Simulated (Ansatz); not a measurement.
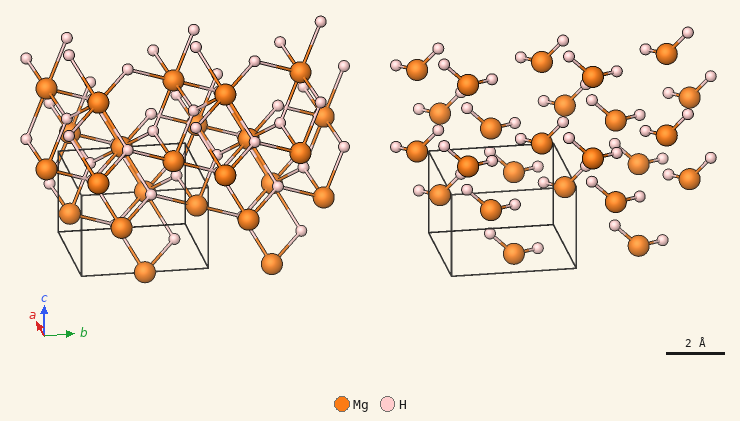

Two geometries of solid MgH2 (a generated structure, set up in P4_2) (coarse preliminary run), drawn at one scale. One is the start of a relaxation, the other its converged end. A ball-and-stick model of the cell of the calculation, repeated 2 × 2 × 2 with one cell outlined, seen from a free direction.

Method: Ansatz 0.2.0, DFT PBE, scalar-relativistic, plane waves, PAW. Settings: plane-wave cutoff 420 eV; k-point mesh 4 × 4 × 6; occupations gaussian; smearing width 0.1 eV; no spin polarisation; cell and atoms relaxed; force threshold 0.04 eV/Å; at most 70 steps.

### Which one is relaxed?

The left one is the relaxed one. The energy falls by 1854 meV per atom in 7 accepted moves (9 points after the start). The largest force component goes from 10 to 0.0012 eV/Å. The pressure goes from 48.78 to 0.05 GPa. The line search rejected the trial step at point 7 of the run. At 1 point the geometry stayed and the basis and grid were re-selected for the new cell (energy shift of 0.2 meV per atom at most each time). The largest moves relative to the cell, 0.69 Å, are those of Mg atoms. Largest moves by element: Mg 0.69 Å, H 0.39 Å. Cell: a = b 4.437 → 4.513 Å (+1.7 %), c 3.045 → 3.015 Å (−1.0 %). Volume +2.4 %. Near-neighbour distances that change, for instance: H–Mg 2.793 → 1.957 Å, H–Mg 1.217 → 1.957 Å, H–Mg 2.284 → 1.943 Å. New bonds form, among them: H–Mg (2.79 → 1.96 Å). Bond angles that change, for instance: H–Mg–H 133.0° → 79.3°. The space group (tolerance 0.01 Å) goes from P4_2 (No. 77) to P4_2/mnm (No. 136).
